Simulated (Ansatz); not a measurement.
**GaSb: density, localisation and related maps**

```
Ga Sb
1.0
     4.45033    0.00000    0.00000
    -2.22516    3.85409    0.00000
     0.00000    0.00000    5.61313
Ga Sb
1 1
Direct
  0.66667 0.33333 0.00000
  0.00000 0.00000 0.00000
```

Space group P-6m2; a structure generated by program, which may or may not match a known phase.

These are results of DFT PBE, scalar-relativistic, plane waves, PAW (Ansatz), not measurements.

The density is the valence pseudo-density of a PAW calculation; it isn't the true density close to the nuclei.

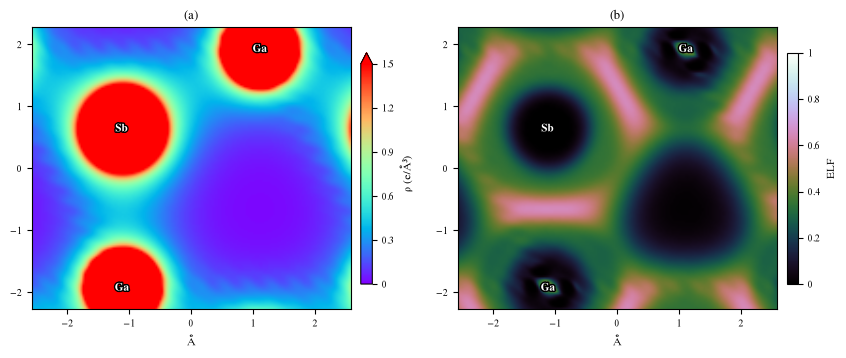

Figure 1. (a) valence charge density (pseudo); (b) electron localisation function on the (001) plane of the conventional cell.

What does the map show?

Answer. The plane passes through Ga and Sb nuclei.
Ga–Sb (2.57 Å): ρ at the midpoint is about 0.45 e/Å³; the ELF is about 0.65 at the midpoint.
Between the atoms the lowest density in this plane is 0.02 e/Å³.
The features right at Ga lie inside the PAW spheres, where the map follows smoothed inner orbitals and isn't to be read closely.

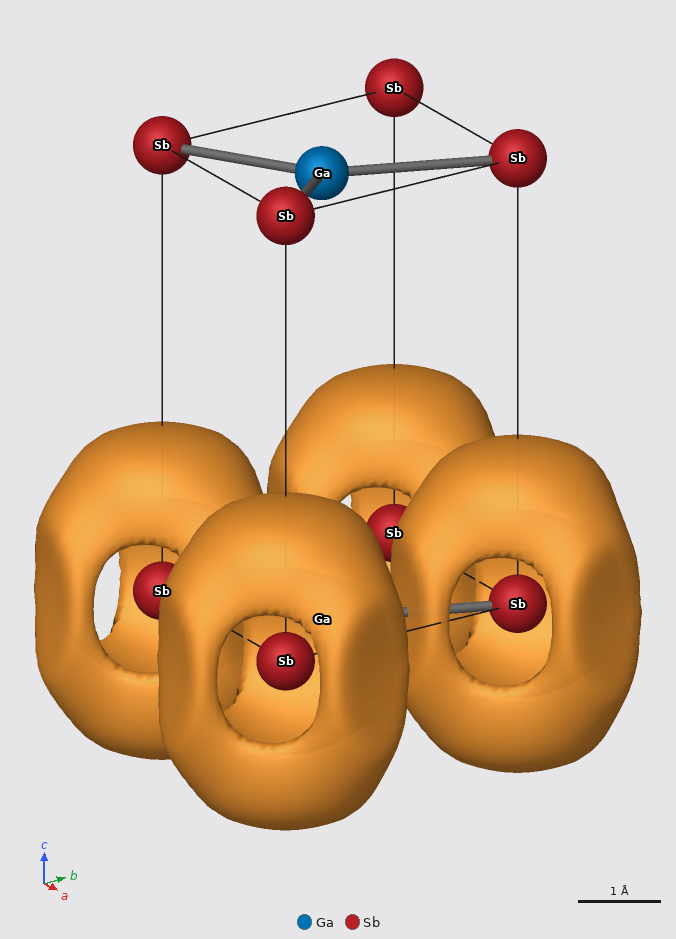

Figure 2. Isosurface of the electron localisation function at 0.55 (orange), seen slightly off an axis. Core shells and regions of very low density are left out. Sticks mark near contacts.

Where are the electrons localised?

Answer. The surface consists of one region wrapped around Sb (its valence shell), counted in one cell of 2 atoms. Regions shared between cells count once.

Metal or insulator at this level of theory?

Answer. It is gapless in this calculation (a metal or semimetal).
